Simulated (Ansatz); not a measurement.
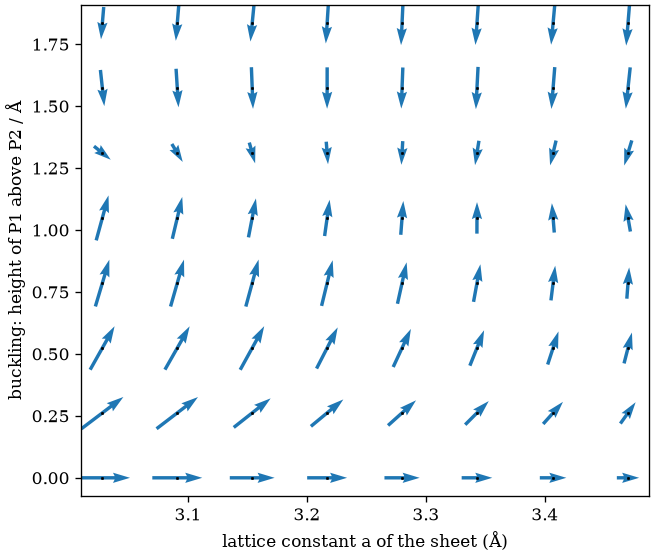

A two-dimensional sheet of P of the honeycomb type (2 atoms in the cell). The lattice constant and the buckling of a sheet are varied, nothing relaxed. Coordinates scanned: (1) lattice constant a of the sheet (both vectors scaled alike); (2) buckling: height of P1 above P2. Grid: 8 × 8 points. Points are written as (first, second). Level of theory: DFT r2SCAN, scalar-relativistic, plane waves, PAW in Ansatz 0.2.0. Settings: cutoff 500 eV, k-mesh 9×9×1, gaussian smearing 0.02 eV, no spin polarisation.

The picture shows dots at the grid points, arrows along the force (downhill), their lengths compressed.

> The arrows alone are given. Where is the energy lowest?

The arrows converge at about (3.272 Å, 1.225 Å) (read from the interpolated surface).

The energy map of the same scan:

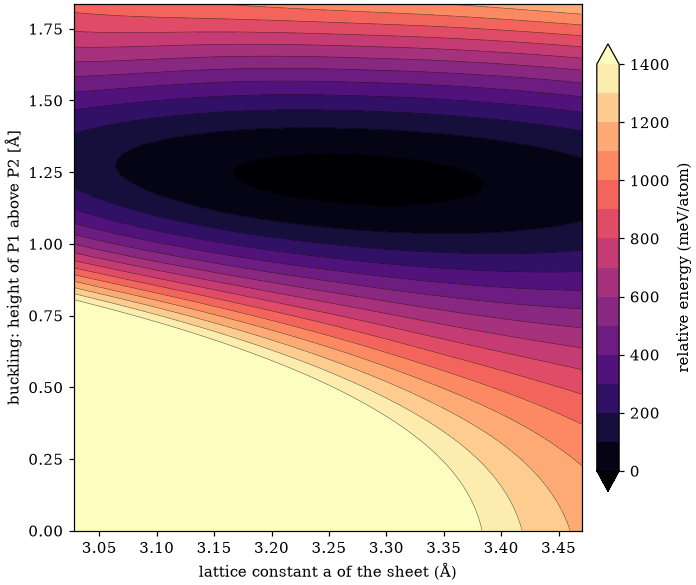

Energies are in meV/atom, from the lowest grid point; between grid points the surface is interpolated.
